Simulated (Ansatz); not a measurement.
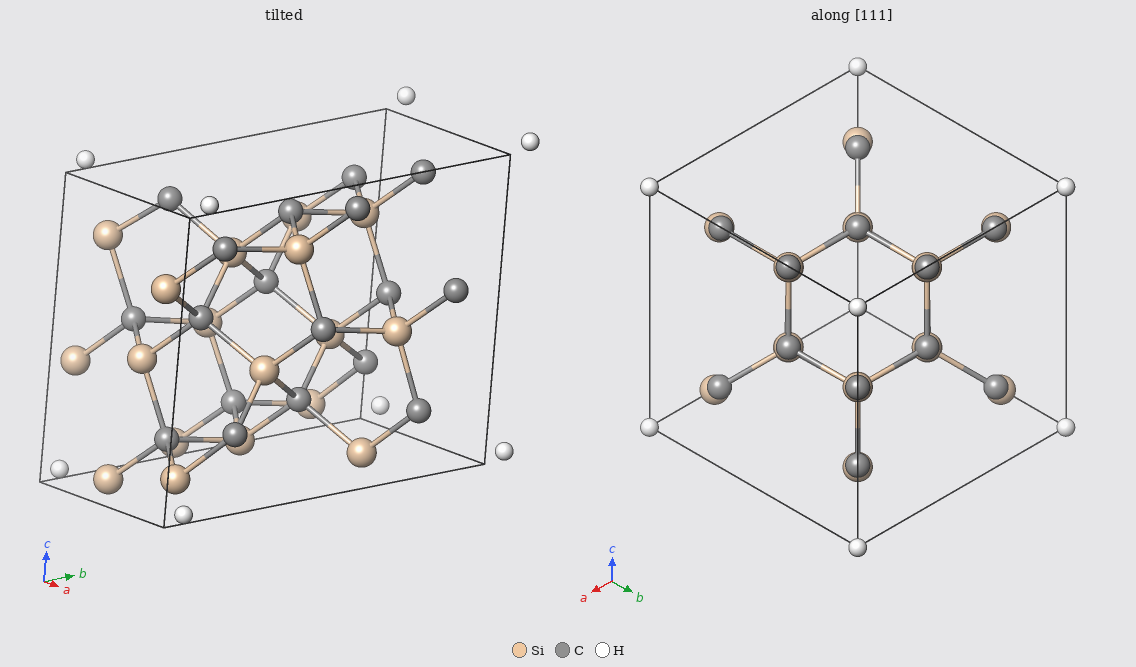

The image is a ball-and-stick drawing of a crystal, viewed slightly off an axis and along [111]. The parallelepiped is the simulation cell. Cell: a = 7.378 Å, b = 7.378 Å, c = 7.378 Å, α = 77.90°, β = 77.90°, γ = 77.90°.

- Chemical formula Si₁₈HC₁₈.
- The atoms follow space group R3m (No. 160); the Bravais lattice is rhombohedral (trigonal R).
- In the cell are 18 Si, 1 H, 18 C, which makes 1 formula unit.
- The coordination shell of Si holds four C in a distorted tetrahedral arrangement at about 1.9 to 2.0 Å. About every C there are four Si in a distorted tetrahedral arrangement at about 1.9 to 2.0 Å.
- The bonds build a three-dimensional framework; H atoms get no bond from the drawing's distance rule.

The structure was taken from a structure listed in the Materials Project, repeated into a supercell with a point defect put in. The atoms were relaxed in a fixed cell with Ansatz 0.2.0, DFT PBE, scalar-relativistic, plane waves, PAW.
